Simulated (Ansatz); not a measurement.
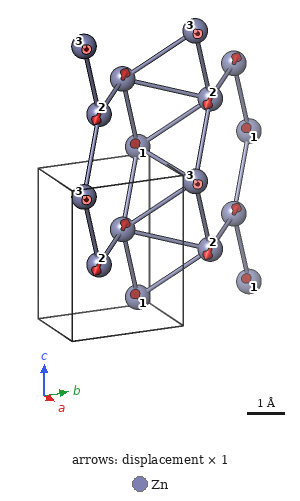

This is a relaxation of a crystal of Zn (built on the alpha-gallium_64 type) (coarse preliminary run). The starting structure is drawn; red arrows show the displacements (the part carried along by the change of the cell is left out), at their true length.

A ball-and-stick model of the cell of the calculation, repeated 1 × 2 × 2 with one cell outlined, seen slightly off an axis.

Case: alpha-gallium type (Cmce, No. 64).

Computed with DFT PBEsol, scalar-relativistic, plane waves, PAW in Ansatz 0.2.0. Settings: plane-wave cutoff 420 eV; k-point mesh 6 × 6 × 4; occupations gaussian; smearing width 0.1 eV; no spin polarisation; cell and atoms relaxed; force threshold 0.04 eV/Å; at most 70 steps.

What happened in the run?

Answer. After 19 accepted moves (26 points after the start) the energy has fallen by 1.067 eV per cell of the calculation. Largest force component: 0.8 eV/Å at the start, 0.00013 eV/Å at the end. The pressure goes from 6.90 to −0.06 GPa. The line search rejected the trial steps at points 10, 12, 17, 21, 24 of the run. At 2 points the geometry stayed and the basis and grid were re-selected for the new cell (energy shift of 61.1 meV per cell of the calculation at most each time). The largest moves relative to the cell, 0.54 Å, are those of Zn atoms. The volume changes by −9.7 %, with a = b 4.156 → 3.321 Å (−20.1 %), c 4.229 → 5.258 Å (+24.3 %), γ 118.9° → 95.5°. Among the contacts that change: Zn–Zn 5.019 → 2.787 Å, Zn–Zn 3.862 → 2.787 Å, Zn–Zn 2.282 → 2.787 Å, Zn–Zn 2.534 → 2.629 Å. The space group (tolerance 0.01 Å) goes from Cmce (No. 64) to Fmmm (No. 69).

Limits of the set-up: the k-point mesh is coarse for a cell with partly filled bands.
